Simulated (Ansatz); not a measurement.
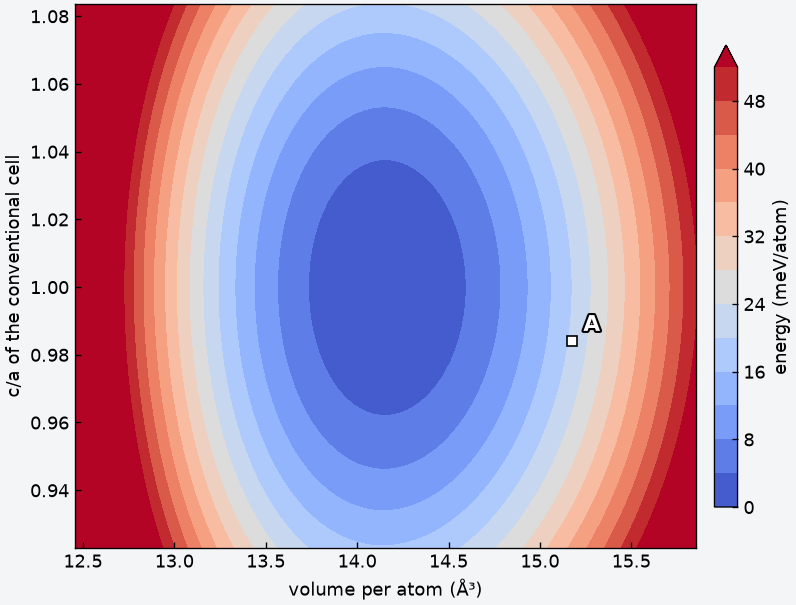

BeS (F-43m, No. 216; 2 atoms in the cell). The energy is mapped over volume and the cell's shape. The first coordinate is: volume per atom; the second: c/a of the conventional cell. Nothing is relaxed (symmetry fixes all fractional coordinates). The grid has 11 × 11 points. Points are written as (first, second). Energies: meV/atom, counted from the lowest grid point. Method: DFT PBEsol, scalar-relativistic, plane waves, PAW in Ansatz 0.2.0. Settings: cutoff 520 eV, k-mesh 10×10×10, gaussian smearing 0.05 eV, no spin polarisation.

In the figure: filled contours, one colour for all values above the top of the scale, the point A. Between grid points the surface is interpolated.

### Is A at rest? If not, where is it pushed?

A, at (15.174 Å³, 0.984), is not a stationary point. The computed force is 37 meV/atom for each Å³ towards smaller values of volume per atom and 91 meV/atom for each unit towards larger values of c/a of the conventional cell.
